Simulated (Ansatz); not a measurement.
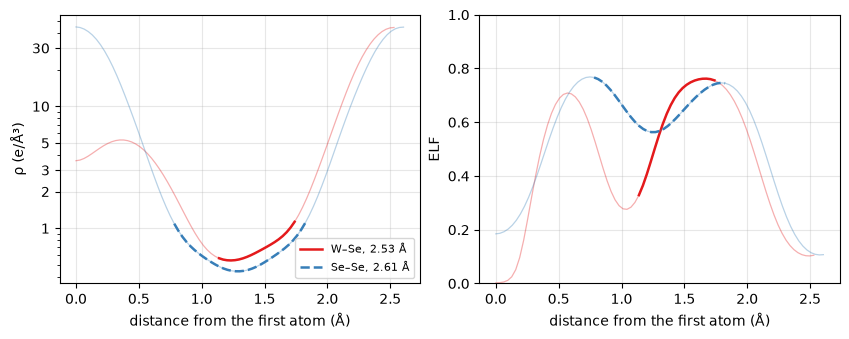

W13Se29 (cell charge +1, with a compensating background) (cell with a defect). Valence electron density and ELF along straight lines between neighbouring atoms. Thin, pale parts lie inside the atomic spheres.

Spin-polarised.

Method: Ansatz 0.2.0, DFT PBE, scalar-relativistic, plane waves, PAW.

In a PAW calculation such maps are meaningful between the atoms, not at the nuclei.

Compare the contacts.

Answer. W–Se (2.53 Å): ρ is about 0.55 e/Å³ halfway; the ELF is about 0.50 at the midpoint.
Se–Se (2.61 Å): the density is about 0.44 e/Å³ at the midpoint; the ELF is about 0.55 at the midpoint.
